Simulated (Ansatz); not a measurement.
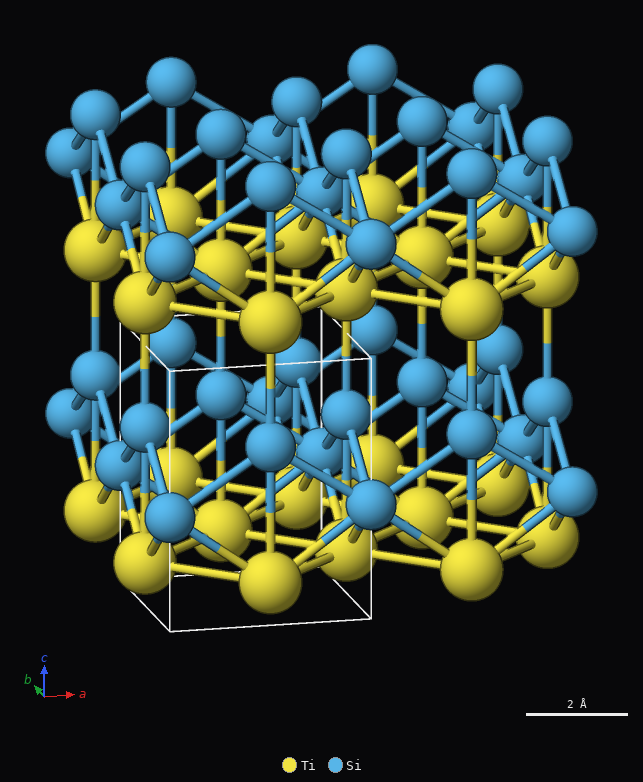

**Figure 1.** The structure (ball-and-stick view of the cell of the calculation, repeated 2 × 2 × 2, seen slightly off an axis). An atom can appear more than once, as a periodic image.

Band-structure calculation, with input and output: Ti2Si3

The run: band-structure calculation of Ti2Si3 (5 atoms in the cell). Method and program: DFT PBE, scalar-relativistic, plane waves, PAW, no spin polarisation (Ansatz 0.2.0).

The structure was made by a generator, so it may or may not be a known phase. Figures and captions count atoms from 1; the log counts them from 0 in places.

Input file:
```yaml
crystal:
  lattice:
    - [4.1158045817, 0.0, 0.0]
    - [0.0, 4.1158045817, 0.0]
    - [0.0, 0.0, 5.3547045146]
  atoms:
    - { symbol: Ti, position: [0.0, 0.5, 0.1644652067] }
    - { symbol: Ti, position: [0.5, 0.0, 0.1644652067] }
    - { symbol: Si, position: [0.0, 0.0, 0.4384228386] }
    - { symbol: Si, position: [0.0, 0.5, 0.684989474] }
    - { symbol: Si, position: [0.5, 0.0, 0.684989474] }
basis:
  ecutwfc: 420
kpoints:
  mp_grid: { grid: [10, 10, 8] }
  band_path:
    path:
      - [[0.0, 0.0, 0.0], [0.0, 0.5, 0.0], [0.5, 0.5, 0.0], [0.0, 0.0, 0.0], [0.0, 0.0, 0.5], [0.0, 0.5, 0.5], [0.5, 0.5, 0.5], [0.0, 0.0, 0.5]]
      - [[0.0, 0.5, 0.0], [0.0, 0.5, 0.5]]
      - [[0.5, 0.5, 0.0], [0.5, 0.5, 0.5]]
    npoints: 14
hamiltonian:
  xc: pbe
scf:
  occupations: { method: gaussian, width: 0.1 }
  n_extra_bands: 12
output:
  forces: true
  stress: true
  eigenvalues: true
  populations: true
  dos: { projected: true, de: 0.02, nscf_kmesh: { grid: [12, 12, 10] } }
  bader: true
  write_density: true
  write_potential: true
  elf: true
  volumetric_format: npy
```

Launched with:
```bash
ansatz run input.yaml --threads 1 --pin off --max-ram 2560MiB --backend cpu --events-out ev --progress --plain --runs-dir out
```

Log:
```
scf.n_extra_bands = 12 over 18 filled bands (N_el = 36.0): the run solves 30 bands
Engine: ansatz 0.2.0, x86_64-unknown-linux-gnu
Pseudopotentials: kind: paw
Pseudopotential: Ti, paw, valence charge 12, recommended cutoff 420 eV (normal), Ti.paw.azcp
Pseudopotential: Si, paw, valence charge 4, recommended cutoff 420 eV (normal), Si.paw.azcp
Functional definition: PBE
  parameter kappa = 0.804
  parameter beta = 0.06672455060314922
  exchange = pbe_x(kappa = kappa, mu = beta*pi^2/3)
  correlation = pbe_c(beta = beta)
Crystal: 5 atoms, lattice volume = 90.708 Å³
Basis set: ecut = 420 eV, 1785 PW (Γ), exchange–correlation on 60×60×72 points (8 copies of the dense FFT grid, shifted against one another)
Bands: 30, of which v1, the nominal top of the filled ones, is band 18 counted from 1 (17 counted from 0)
Symmetry: 8 space group operations
Space group: P4mm (ITA 99), of the structure as read, at distance tolerance 4.5e-5 Å
k-points: 105 of 800 (time reversal used)
Non-local potential: Ti, projectors of the file, l = 0: 3, l = 1: 2, l = 2: 3, l = 3: 1
Non-local potential: Si, projectors of the file, l = 0: 2, l = 1: 2, l = 2: 2
PAW form: soft (Blöchl's): semilocal exchange-correlation on the pseudo side does not see the compensation charge
PAW one-centre angular grid: Ti, 590 points (default); XC on 64 Gauss nodes
PAW one-centre angular grid: Si, 110 points (default); XC on 64 Gauss nodes
Initial density: superposition of atomic densities (neutral atoms: chi_scale 0, normalization atom), corrected by the library's trained network
Initial wavefunctions: pseudopotential atomic-orbital guess
Functional: x = pbe(κ = 0.804, μ = 0.2195149727645171), c = pbe(β = 0.06672455060314922)
SCF iter   1: F=—  HF=-6905.065504 eV  |F-HF|=—  |Δ(HF+E_count)|=         —  Δρ=4.12e-3  dr2=1.34e-2  ethr=1.77e-3  ⟨swp⟩=6.2  Hψ=15553  notcnv=0  defer=25
preconditioner: auto → Kerker (q_TF=auto, 2.339 Å⁻¹)  [metal: Δε(μ)=0.006 eV  Ē_g=6.458 eV  σ=0.100 eV  W_gap=0.03  n_scr=18 (ndim 8)  ℏωp=17.4 eV  f_vac=0.000  D(μ)=5.99/eV (n_scr^D=64)]
SCF iter   2: F=—  HF=-6905.064263 eV  |F-HF|=—  |Δ(HF+E_count)|=   1.24e-3  Δρ=2.38e-3  dr2=5.96e-3  ethr=3.73e-5  ⟨swp⟩=1.0  Hψ=3990  notcnv=0  defer=31
SCF iter   3: F=—  HF=-6905.063611 eV  |F-HF|=—  |Δ(HF+E_count)|=   6.52e-4  Δρ=5.45e-4  dr2=4.91e-4  ethr=1.65e-5  ⟨swp⟩=2.4  Hψ=3655  notcnv=0  defer=31
SCF iter   4: F=—  HF=-6905.063564 eV  |F-HF|=—  |Δ(HF+E_count)|=   4.65e-5  Δρ=2.43e-4  dr2=1.43e-4  ethr=1.36e-6  ⟨swp⟩=1.0  Hψ=2719  notcnv=0  defer=31
SCF iter   5: F=—  HF=-6905.063550 eV  |F-HF|=—  |Δ(HF+E_count)|=   1.38e-5  Δρ=6.00e-5  dr2=7.21e-6  ethr=3.98e-7  ⟨swp⟩=1.2  Hψ=2837  notcnv=0  defer=31
SCF iter   6: F=—  HF=-6905.063534 eV  |F-HF|=—  |Δ(HF+E_count)|=   1.64e-5  Δρ=1.85e-5  dr2=3.91e-7  ethr=2.00e-8  ⟨swp⟩=2.3  Hψ=3610  notcnv=0  defer=31
SCF iter   7: F=-6905.063534 eV  HF=-6905.063534 eV  |F-HF|=1.66e-8  |Δ(HF+E_count)|=   2.88e-8  Δρ=3.96e-6  dr2=2.74e-8  ethr=2.78e-10  ⟨swp⟩=12.3  Hψ=18469  notcnv=0
SCF 1 converged in 7 iterations: F = -6905.063534 eV  dr2 = 2.74e-8
  greatest PAW one-centre occupation: 0.999 electrons in one spin orbital (limit 2), on the Ti atom at site 1 (counted from 0), in its partial waves of l = 0
```

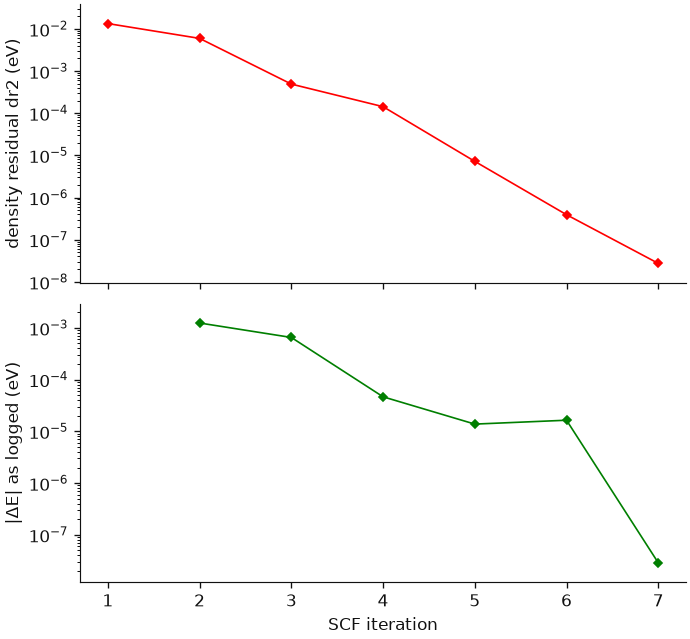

**Figure 2.** Convergence of the self-consistent field: density residual dr2 and size of the energy change against the SCF iteration. The residual falls at every step.

```
NSCF: frozen V_eff on 129 k-points
NSCF: frozen V_eff on 168 k-points
SCF converged after 7 iterations
Free energy (F): -6905.063534 eV
Harris-Foulkes:  -6905.063534 eV  (|F-HF|=1.66e-8)
Internal energy: -6905.032995 eV  (E = F + TS)
E sigma→0 (E₀):  -6905.048265 eV
Entropy (-TS):   -0.030539 eV (-6.108 meV/atom)
Fermi energy:    9.568288 eV
--- Per-component energies (eV) ---
  E_band       = -356.893789
  E_kinetic    = 666.569486
  E_local      = -2504.602415  (includes V_loc(G=0)·N_el)
  E_nonlocal   = 96.069089
  E_hartree    = 1059.624997
  E_xc         = -360.817366
  E_vxc        = -384.444568  (∫ρ·V_xc dr)
  E_paw        = -3633.516403  (= ΣΔE_a)
  E_vpaw       = -349.742122  (= ΣTr[D̂ρ^β])
  E_aug_tail   = 0.000255  (compensation charges beyond the density's cutoff)
  E_ewald      = -2228.360638
  E_smearing   = -0.030539  (= −TS)
  E_closure    = 0.000000  (closes the sum)
  Σ components = -6905.063534   (vs F -6905.063534, Δ=0.00e0)
--- Forces (eV/Å), atoms counted from 1 ---
  atom   1  Ti    -0.00000000     0.00000000    -0.00210386
  atom   2  Ti     0.00000000     0.00000000    -0.00210386
  atom   3  Si     0.00000000     0.00000000     0.00301941
  atom   4  Si     0.00000000     0.00000000     0.00062928
  atom   5  Si     0.00000000     0.00000000     0.00062928
  max |Σ_I F_I| component: 7.02e-5 eV/Å
--- Stress (GPa, compression-positive) ---
        0.012582       0.000000       0.000000
        0.000000       0.012582       0.000000
        0.000000       0.000000       0.030759
  P = ⅓ Tr σ = 0.0186 GPa (0.186 kbar)
--- Band table (eV; the first three rows and the last of 105) ---
  k-point 0: bands = ["-47.2063", "-47.1253", "-23.5904", "-23.5904", "-23.5547", "-23.4713", "-23.2747", "-23.2747", "-2.4427", "3.3230", "4.8262", "5.5298", "5.6062", "5.6062", "7.7088", "8.6295", "8.6295", "8.7231", "9.5796", "10.7261", "10.8920", "11.3503", "11.3503", "12.3591", "12.4764", "13.2157", "13.5041", "13.5041", "14.4616", "14.4616"]
  k-point 1: bands = ["-47.2062", "-47.1253", "-23.5904", "-23.5904", "-23.5549", "-23.4714", "-23.2746", "-23.2746", "-2.4058", "3.0788", "4.8989", "5.5612", "5.5612", "5.7319", "7.7628", "8.7281", "8.7823", "8.7823", "9.6234", "10.1719", "10.8470", "11.2957", "11.2957", "12.3671", "13.0420", "13.2157", "13.4087", "13.4087", "14.2617", "14.2617"]
  k-point 2: bands = ["-47.2062", "-47.1253", "-23.5903", "-23.5903", "-23.5554", "-23.4717", "-23.2746", "-23.2746", "-2.3115", "2.6008", "5.0968", "5.4623", "5.4623", "6.1067", "7.8707", "8.7404", "9.1934", "9.1934", "9.2962", "9.6269", "10.9487", "11.1642", "11.1642", "12.3683", "12.8531", "12.8531", "13.2158", "13.9462", "14.3126", "14.3126"]
  k-point 104: bands = ["-47.1651", "-47.1651", "-23.6711", "-23.6056", "-23.5121", "-23.5121", "-23.2619", "-23.2269", "0.4161", "1.6764", "1.6764", "5.0784", "5.6232", "5.8380", "5.8380", "8.8842", "8.8842", "9.3855", "9.5431", "10.4530", "10.9667", "10.9667", "11.1432", "11.7822", "13.5162", "13.5162", "13.9365", "15.5977", "15.5977", "15.7028"]
--- Löwdin populations: 5 sites ---
  site symbol       q [e]
     0     Ti     11.5714
     1     Ti     11.5714
     2     Si      4.1818
     3     Si      4.1085
     4     Si      4.1085
  spilling = 0.012732 (of n_electrons = 36.000000)
--- Bader charges: 5 sites ---
  site symbol  charge [e]  shift [e]
     0     Ti      0.7673     0.0033
     1     Ti      0.7673     0.0033
     2     Si     -0.8526     0.0073
     3     Si     -0.3410     0.0004
     4     Si     -0.3410     0.0004
  estimated error of the sums over rays = 5.7e-4 e
```

File bader_charges.tsv:
```
# site	symbol	x_ang	y_ang	z_ang	partial_charge_e	electrons	volume_ang3	relative_density_drop	shared_charge_e	partial_wave_shift_e
# quadrature_error_electrons = 5.7e-4
0	Ti	0.0000	2.0579	0.8807	0.76733	21.23267	15.66	-	0.76733	0.00328
1	Ti	2.0579	0.0000	0.8807	0.76731	21.23269	15.66	-	0.76731	0.00328
2	Si	0.0000	0.0000	2.3476	-0.85260	14.85260	18.01	-	-0.85260	0.00728
3	Si	0.0000	2.0579	3.6679	-0.34102	14.34102	20.69	-	-0.34102	0.00036
4	Si	2.0579	0.0000	3.6679	-0.34101	14.34101	20.69	-	-0.34101	0.00036
```

File populations.tsv:
```
# site	symbol	l	j	q
# orbitals = lowdin
# n_electrons = 36.000000
# spilling = 0.012732
0	Ti	0_3S	-	1.910639
0	Ti	0_4S	-	0.667926
0	Ti	1_3P	-	5.982936
0	Ti	2_3D	-	3.009906
1	Ti	0_3S	-	1.910639
1	Ti	0_4S	-	0.667926
1	Ti	1_3P	-	5.982936
1	Ti	2_3D	-	3.009906
2	Si	0_3S	-	1.197016
2	Si	1_3P	-	2.984763
3	Si	0_3S	-	1.469164
3	Si	1_3P	-	2.639369
4	Si	0_3S	-	1.469164
4	Si	1_3P	-	2.639369
```

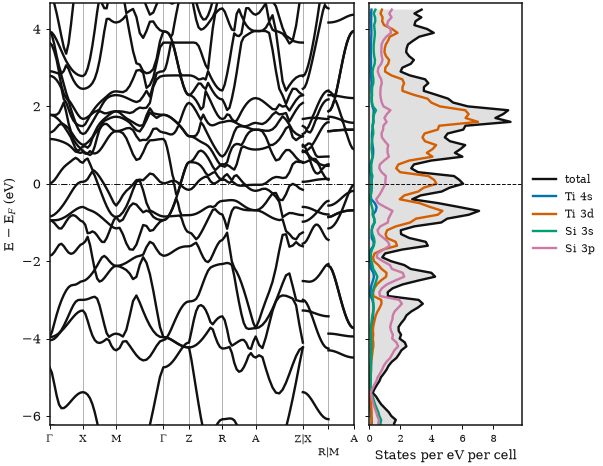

**Figure 3.** Band structure along Γ–X–M–Γ–Z–R–A–Z|X–R|M–A and density of states (projected on Löwdin-orthogonalised atomic shells), with energies from the Fermi level. Bands cross the Fermi level: a metal at this level of theory.

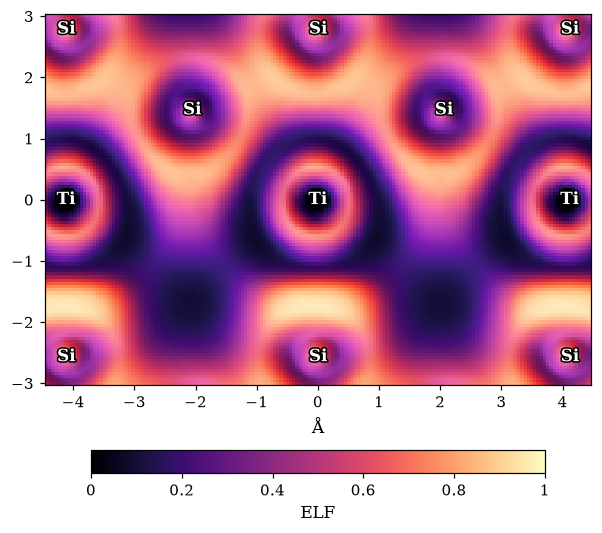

**Figure 4.** Electron localisation function on the (100) plane of the conventional cell. The section cuts through Ti and Si sites. Ti–Si (2.53 Å): the ELF is about 0.40 at the midpoint. Ti–Si (2.57 Å): the ELF is about 0.55 at the midpoint. Ti–Si (2.79 Å): the ELF is about 0.45 at the midpoint. The strong features right at Ti lie inside the PAW spheres (semicore, d or f shells) and say nothing about bonding. In a PAW calculation such maps are meaningful between the atoms, not at the nuclei.

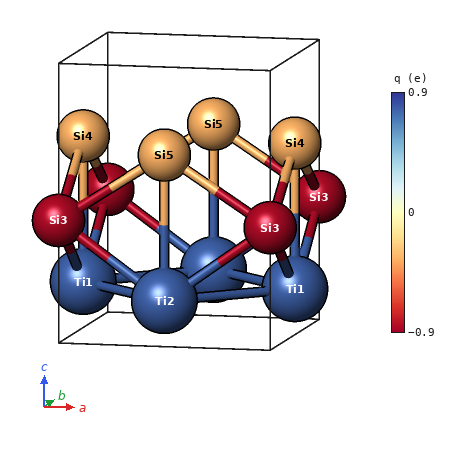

**Figure 5.** Bader charges, as the colour of each atom (ball-and-stick view of the cell of the calculation, seen slightly off an axis; atoms are numbered from 1 in the order of the input). By element: Ti +0.77 and Si −0.85 to −0.34 e.

Results in brief:

| quantity | value |
| --- | --- |
| outcome | converged |
| space group (tolerance 0.01 Å) | P4mm (99) |
| electrons treated | 36 |
| free energy | −6905.0635 eV |
| Fermi energy | 9.568 eV |
| gap on the k-point mesh | none (metallic) |
| pressure | 0.02 GPa |
| largest force (length of the vector) | 0.003 eV/Å |
| hardware | 1 thread of Intel Xeon @ 2.50GHz (Skylake/Cascade Lake), 189 GiB of memory available, shared host |
| wall time | 3.5 min |
| peak memory | 0.58 GiB |
